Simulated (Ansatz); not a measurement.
Read the following structure.

```cif
data_structure
_symmetry_space_group_name_H-M 'P 1'
_symmetry_Int_Tables_number 1
_cell_length_a 3.9781
_cell_length_b 3.9781
_cell_length_c 5.0374
_cell_angle_alpha 90.000
_cell_angle_beta 90.000
_cell_angle_gamma 120.000
_cell_volume 69.04
loop_
_atom_site_label
_atom_site_type_symbol
_atom_site_fract_x
_atom_site_fract_y
_atom_site_fract_z
_atom_site_occupancy
Ni1 Ni 0.66667 0.33333 0.75000 1
Ni2 Ni 0.33333 0.66667 0.25000 1
Ni3 Ni 0.00000 0.00000 0.50000 1
Ni4 Ni 0.00000 0.00000 0.00000 1
Ge1 Ge 0.66667 0.33333 0.25000 1
Ge2 Ge 0.33333 0.66667 0.75000 1
```

> Describe what this structure looks like.

The structure is one of Ni2Ge. It takes space group P6_3/mmc (No. 194) on a primitive hexagonal lattice. This arrangement goes by the name Ni₂In type. Cell content 4 Ni, 2 Ge; Z = 2. Ge is coordinated by eleven Ni at 2.30 to 2.62 Å. Ni takes two kinds of site: 2c with six Ni and five Ge (2.62 Å to Ni, 2.30 to 2.52 Å to Ge); 2a with eight Ni and six Ge (2.52 to 2.62 Å to Ni, 2.62 Å to Ge). The bonds build a three-dimensional framework.

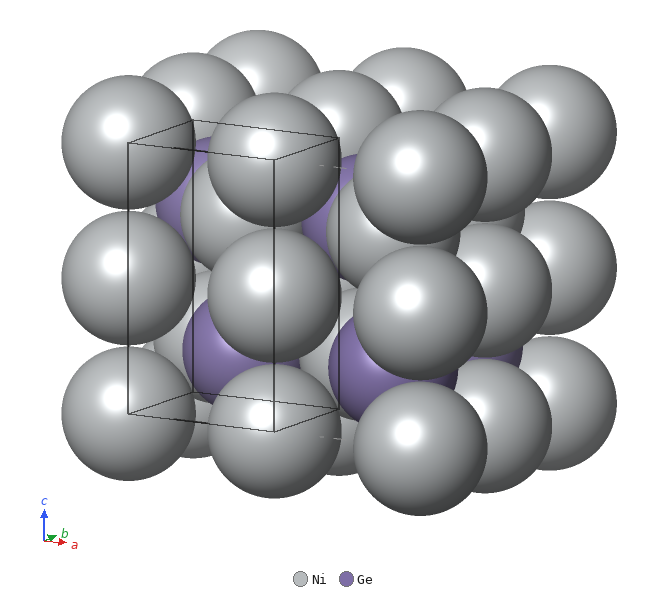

Crystal structure, space-filling style, seen slightly off an axis. The conventional unit cell (solid box) is repeated to 2×2×1 cells.

The structure comes from a structure listed in the Materials Project. Earlier steps of the study, as a rule a relaxation of our own, may have changed the cell and positions, so they can lie some per cent off the listed ones. Ansatz was used for an electronic-structure calculation on it.
